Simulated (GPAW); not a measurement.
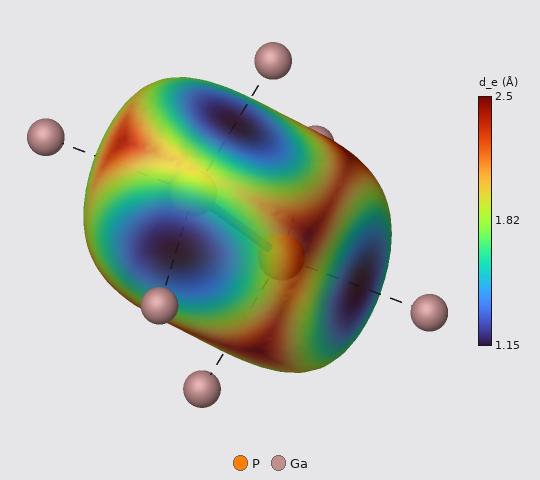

Hirshfeld surface computed for one P₂ unit (covalently bonded non-metal atoms) in GaP (R-3m), coloured by d_e. Dashed lines lead to the closest neighbours outside.

The surface is where the fragment's share of the procrystal density (the sum of the densities of spherically averaged neutral Hartree-Fock atoms) equals one half. d_i and d_e are the distances from the surface to the nearest nucleus inside and outside.

Source of the atomic positions: a cell listed in the Materials Project, as set up for an electronic-structure calculation.

```cif
data_structure
_symmetry_space_group_name_H-M 'P 1'
_symmetry_Int_Tables_number 1
_cell_length_a 3.8860
_cell_length_b 3.8860
_cell_length_c 19.2924
_cell_angle_alpha 90.000
_cell_angle_beta 90.000
_cell_angle_gamma 120.000
_cell_volume 252.31
loop_
_atom_site_label
_atom_site_type_symbol
_atom_site_fract_x
_atom_site_fract_y
_atom_site_fract_z
_atom_site_occupancy
Ga1 Ga 0.33333 0.66667 0.23129 1
Ga2 Ga 0.33333 0.66667 0.10204 1
P1 P 0.66667 0.33333 0.27594 1
P2 P 0.00000 0.00000 0.05739 1
Ga3 Ga 0.00000 0.00000 0.56463 1
Ga4 Ga 0.00000 0.00000 0.43537 1
P3 P 0.33333 0.66667 0.60928 1
P4 P 0.66667 0.33333 0.39072 1
Ga5 Ga 0.66667 0.33333 0.89796 1
Ga6 Ga 0.66667 0.33333 0.76871 1
P5 P 0.00000 0.00000 0.94261 1
P6 P 0.33333 0.66667 0.72406 1
```

What is the shortest distance from the fragment to an atom outside it?

Answer. P–Ga, 2.40 Å.

How is the surface shared among contacts (nearest atom inside ··· nearest atom outside)?

Answer. P···Ga 100 %. The surface faces 6 neighbours with more than 2 % of its area each: 6 Ga.

Give the size and shape of the surface.

Answer. It encloses about 33.9 Å³, has an area of about 55 Å² and a globularity of 0.93 (1 for a sphere).
